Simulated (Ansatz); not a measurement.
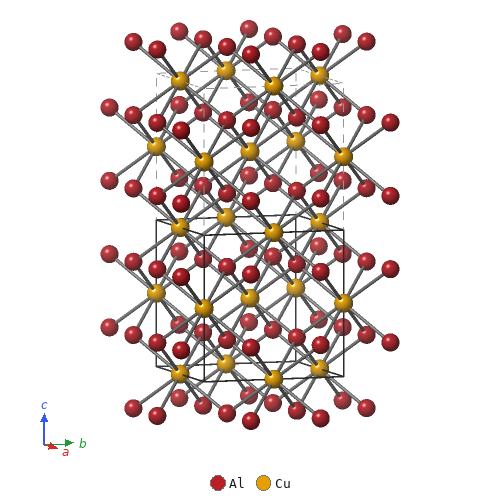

System Al2Cu (space group Fm-3m, No. 225); source of the atomic positions: the end point of a relaxation with Ansatz, DFT PBE, scalar-relativistic, plane waves, PAW.

Bonds are taken as Al–Cu below 2.8 Å. Simplification: prune 0- and 1-connected atoms, fold 2-connected ones into links.

Q: What kind of net remains, and which atoms are its nodes?

A: A binodal (4,8)-connected, three-periodic net: Al is a 4-connected node; Cu is an 8-connected node, in the ratio 2:1.

Q: Which named net is it?

A: It is the flu net, known from fluorite.

Q: Is the net interpenetrated?

A: It is a single net, without interpenetration.

Q: Give the point symbol of each node (shortest cycle at each angle).

A: Al: 4⁶; Cu: 4¹²·6¹²·8⁴.

Q: Give the first eight terms of the coordination sequence (nodes one, two, three … edges away).

A: Al: 4, 22, 24, 82, 64, 182, 124, 322; Cu: 8, 12, 48, 42, 128, 92, 248, 162.
